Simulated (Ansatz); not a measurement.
# Geometry relaxation, with input and output: Al$_{3}$Cu (part 2 of 2)

Continued. System: Al$_{3}$Cu (P4/mmm, 4 atoms in the cell). Method: DFT r2SCAN, scalar-relativistic, plane waves, PAW, no spin polarisation (Ansatz 0.2.0); cutoff 500 eV, 16×16×6 k-mesh, Gaussian smearing of 0.1 eV. The structure derives from a Materials Project entry.

Geometry of the input (Å; fractional positions):
```
2.7784  0.0000  0.0000
0.0000  2.7784  0.0000
0.0000  0.0000  7.5134
Al 0.0000  0.0000  0.5000
Al 0.5000  0.5000  0.2261
Al 0.5000  0.5000  0.7739
Cu 0.0000  0.0000  0.0000
```

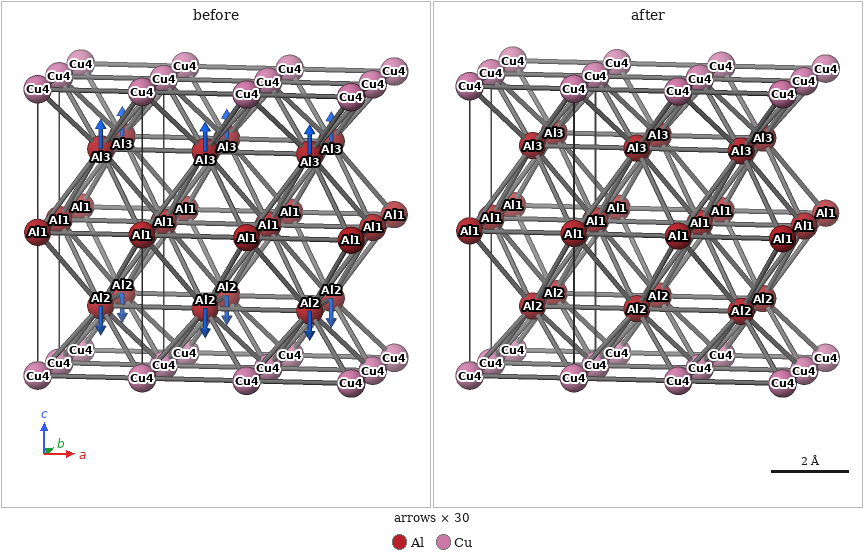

Fig. 1: Before (left) and after (right) the relaxation, at one scale (ball-and-stick view of the cell of the calculation, repeated 3 × 2 × 1, seen slightly off an axis). The blue arrows give the displacements (without the part carried along by the change of the cell), magnified 30 times. Over 2 geometry steps the energy falls by 1.7 meV per atom. The largest force component goes from 0.15 to 0.0012 eV/Å. Pressure: 0.49 GPa at the start and −0.02 GPa at the end. The largest moves relative to the cell, 0.026 Å, are those of Al2 and Al3. Cu stays in place. The volume changes by +0.7 %, with a = b 2.778 → 2.774 Å (−0.2 %), c 7.513 → 7.592 Å (+1.0 %). Among the contacts that change: Al1–Al2 2.845 → 2.878 Å, Al2–Cu4 2.597 → 2.589 Å, Al1–Al1 2.778 → 2.774 Å, Cu4–Cu4 2.778 → 2.774 Å. The space group stays P4/mmm (No. 123). A last SCF at the same geometry on a re-selected plane-wave basis shifts the energy by next to nothing (0.0 meV per atom). (Atoms are counted from 1 in the order of the input.)

```
basis re-selected at this cell: Δ(F+E_penalty+E_count) = -5.695e-5 eV, ΔP = +0.001 GPa vs the last step (what re-selecting the basis moved, of the pressure what is left beyond the Pulay correction that the steps carried, after the strain that the cell walked since its last selection, with what the two solves' SCF thresholds leave and, on support functions, any second-order correction that the steps lacked; it is no measure of the basis error at this ecutwfc). This SCF's stress stands 2.63e-2 GPa from its target on what of the cell is left free (relax.cell.stress_tol is 5.00e-2 GPa) and its largest allowed force component is 1.22e-3 eV/Å (relax.f_tol is 5.00e-3 eV/Å): within both
SCF converged after 6 iterations
Free energy (F): -8252.835697 eV
Harris-Foulkes:  -8252.835697 eV  (|F-HF|=4.18e-11)
Internal energy: -8252.828119 eV  (E = F + TS)
E sigma→0 (E₀):  -8252.831908 eV
Entropy (-TS):   -0.007577 eV (-1.894 meV/atom)
Fermi energy:    10.342130 eV
--- Per-component energies (eV) ---
  E_band       = -475.980141
  E_kinetic    = 370.778327
  E_local      = -7552.188889  (includes V_loc(G=0)·N_el)
  E_nonlocal   = 420.312310
  E_hartree    = 3494.199073
  E_xc         = -195.468814
  E_vxc        = -220.851545  (∫ρ·V_xc dr)
  E_paw        = -3094.325235  (= ΣΔE_a)
  E_vpaw       = -495.543893  (= ΣTr[D̂ρ^β])
  E_aug_tail   = 0.000145  (compensation charges beyond the density's cutoff)
  E_vtau       = 13.115685  (kinetic-family band-sum trace: ∫τ·v_τ [+ j·A + Jᵃ·Aᵃ] dr)
  E_ewald      = -1695.653603
  E_core_change = -0.481432  (= ΣΔE_core)
  E_smearing   = -0.007577  (= −TS)
  E_closure    = 0.000000  (closes the sum)
  Σ components = -8252.835697   (vs F -8252.835697, Δ=0.00e0)
--- Forces (eV/Å), atoms counted from 1 ---
  atom   1  Al     0.00000000    -0.00000000     0.00000000
  atom   2  Al    -0.00000000     0.00000000    -0.00122270
  atom   3  Al    -0.00000000     0.00000000     0.00122270
  atom   4  Cu     0.00000000     0.00000000     0.00000000
  max |Σ_I F_I| component: 6.51e-19 eV/Å
--- Stress (GPa, compression-positive) ---
       -0.016390       0.000000       0.000000
        0.000000      -0.016390       0.000000
        0.000000       0.000000      -0.026294
  P = ⅓ Tr σ = -0.0197 GPa (-0.197 kbar)
--- Band table (eV; the first three rows and the last of 180) ---
  k-point 0: bands = ["-107.2212", "-63.0743", "-62.9956", "-62.9956", "-1.5996", "0.9439", "1.2881", "5.6503", "5.7092", "6.5966", "6.5966", "6.9945", "8.3275", "10.8759", "16.9797", "17.4797", "17.4797", "18.6224"]
  k-point 1: bands = ["-107.2212", "-63.0743", "-62.9956", "-62.9956", "-1.5235", "0.2860", "2.0739", "5.6156", "5.6504", "6.5966", "6.5966", "6.9945", "7.6788", "11.7405", "16.9786", "17.5526", "17.5526", "18.5940"]
  k-point 2: bands = ["-107.2212", "-63.0743", "-62.9956", "-62.9956", "-1.2968", "-0.3786", "3.1083", "5.1768", "5.6504", "6.5966", "6.5966", "6.8679", "6.9945", "13.3405", "16.9763", "17.6036", "17.7696", "17.7696"]
  k-point 179: bands = ["-107.2184", "-63.0705", "-63.0157", "-63.0157", "4.7398", "5.4563", "5.4563", "6.3117", "7.3743", "8.3549", "8.3549", "8.5216", "8.5216", "9.7954", "9.8057", "10.9417", "12.2931", "13.7380"]
--- Relaxed structure (3 steps of the walk, 3 accepted, 1 SCFs on fresh bases) ---
  F+E_penalty+E_count = -8252.83569682 eV   max|allowed force component| = 1.223e-3 eV/Å   (the final SCF, on the basis selected at the relaxed cell)
  cell:  # Å, volume = 58.4107 Å³
    - [2.7737808632819725, 0.0, 0.0]
    - [0.0, 2.7737808632819725, 0.0]
    - [0.0, 0.0, 7.591863110541034]
  atoms:
    - { symbol: Al, position: [-1.6246362965581905e-36, 4.3323634574885075e-36, 0.49999999999999994] }
    - { symbol: Al, position: [0.5, 0.5, 0.22264300098353731] }
    - { symbol: Al, position: [0.5, 0.5, 0.7773569990164627] }
    - { symbol: Cu, position: [-6.22777247013973e-35, -4.3323634574885075e-36, 0.0] }
```

Trajectory as extended XYZ (Å, eV, eV/Å), 4 frames, from step=1 to step=4:
```
4
Lattice="2.7784 0.0000 0.0000 0.0000 2.7784 0.0000 0.0000 0.0000 7.5134" Properties=species:S:1:pos:R:3:forces:R:3 step=1 energy=-8252.82902 pressure_GPa=0.49
Al    0.0000    0.0000    3.7567    0.0000   0.0000   0.0000
Al    1.3892    1.3892    1.6989    0.0000   0.0000  -0.1544
Al    1.3892    1.3892    5.8145    0.0000   0.0000   0.1544
Cu    0.0000    0.0000    0.0000    0.0000   0.0000   0.0000
4
Lattice="2.7760 0.0000 0.0000 0.0000 2.7760 0.0000 0.0000 0.0000 7.6042" Properties=species:S:1:pos:R:3:forces:R:3 step=2 energy=-8252.83535 pressure_GPa=-0.38
Al    0.0000    0.0000    3.8021    0.0000   0.0000   0.0000
Al    1.3880    1.3880    1.6941    0.0000   0.0000  -0.0144
Al    1.3880    1.3880    5.9100    0.0000   0.0000   0.0144
Cu    0.0000    0.0000    0.0000    0.0000   0.0000   0.0000
4
Lattice="2.7738 0.0000 0.0000 0.0000 2.7738 0.0000 0.0000 0.0000 7.5919" Properties=species:S:1:pos:R:3:forces:R:3 step=3 energy=-8252.83564 pressure_GPa=-0.02
Al    0.0000    0.0000    3.7959    0.0000   0.0000   0.0000
Al    1.3869    1.3869    1.6903    0.0000   0.0000  -0.0010
Al    1.3869    1.3869    5.9016    0.0000   0.0000   0.0010
Cu    0.0000    0.0000    0.0000    0.0000   0.0000   0.0000
4
Lattice="2.7738 0.0000 0.0000 0.0000 2.7738 0.0000 0.0000 0.0000 7.5919" Properties=species:S:1:pos:R:3:forces:R:3 step=4 energy=-8252.83570 pressure_GPa=-0.02
Al    0.0000    0.0000    3.7959    0.0000   0.0000   0.0000
Al    1.3869    1.3869    1.6903    0.0000   0.0000  -0.0012
Al    1.3869    1.3869    5.9016    0.0000   0.0000   0.0012
Cu    0.0000    0.0000    0.0000    0.0000   0.0000   0.0000
```

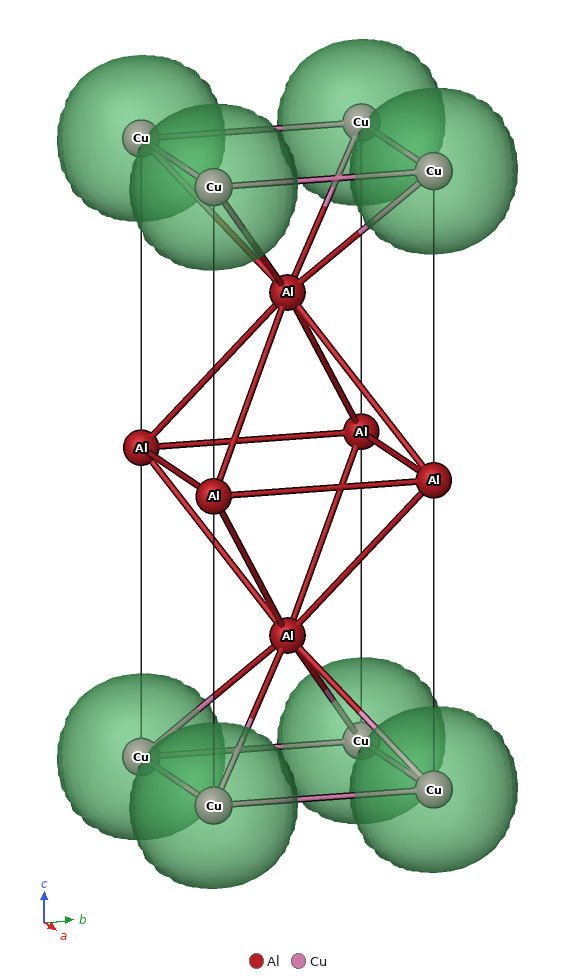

Fig. 2: Isosurface of the valence pseudo-density at 0.4 e/Å³ (green), seen slightly off an axis. Sticks mark near contacts. The outline is the cell set on symmetry axes. At this value the density breaks into separate islands; it holds about 60 % of the electrons treated as valence (semicore included). It is pinched off along the Al–Cu (2.59 Å), Al–Al (2.77 Å), Cu–Cu (2.77 Å) and Al–Al (2.88 Å) contacts. On the grid the lowest density along these lines, outside the cores, is 0.23 e/Å³ (Al–Cu, 2.59 Å), 0.22 e/Å³ (Al–Al, 2.77 Å), 0.22 e/Å³ (Cu–Cu, 2.77 Å) and 0.2 e/Å³ (Al–Al, 2.88 Å). The fields are those of the smooth PAW valence density.

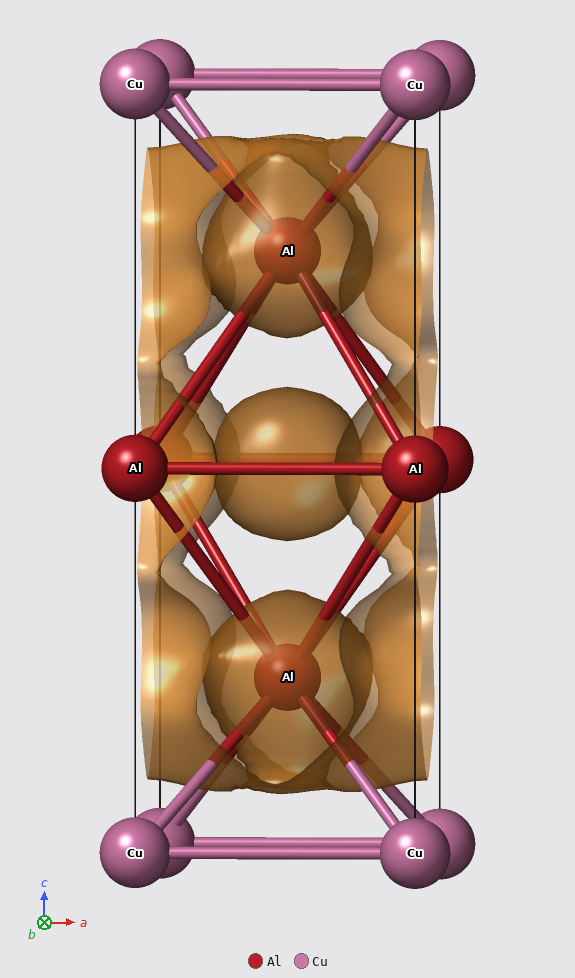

Fig. 3: Isosurface of the electron localisation function at 0.45 (orange), seen at an oblique angle. Only the valence region is drawn (cores and ρ < 0.01 e/Å³ removed). Sticks mark near contacts. The outline is the cell set on symmetry axes. Values along the shortest contacts: Al–Cu (2.59 Å): the ELF is about 0.45 at the midpoint (metallic bonding. Al–Al (2.77 Å): the ELF peaks at about 0.65 between the atoms.

Summary:

- outcome: converged
- space group (tolerance 0.01 Å): P4/mmm (123)
- electrons treated: 28
- free energy: −8252.8357 eV
- Fermi energy: 10.342 eV
- gap on the k-point mesh: none (metallic)
- pressure: −0.02 GPa
- final volume: 58.41 Å³
- largest force (length of the vector) at the end: 0.001 eV/Å
- final cell: a = 2.774 Å, b = 2.774 Å, c = 7.592 Å, α = 90.00°, β = 90.00°, γ = 90.00°
- hardware: 1 thread of Oxide Virtual Turin-like (Zen 5), 32 GiB of memory available, shared host
- wall time: 98 s
- peak memory: 0.69 GiB
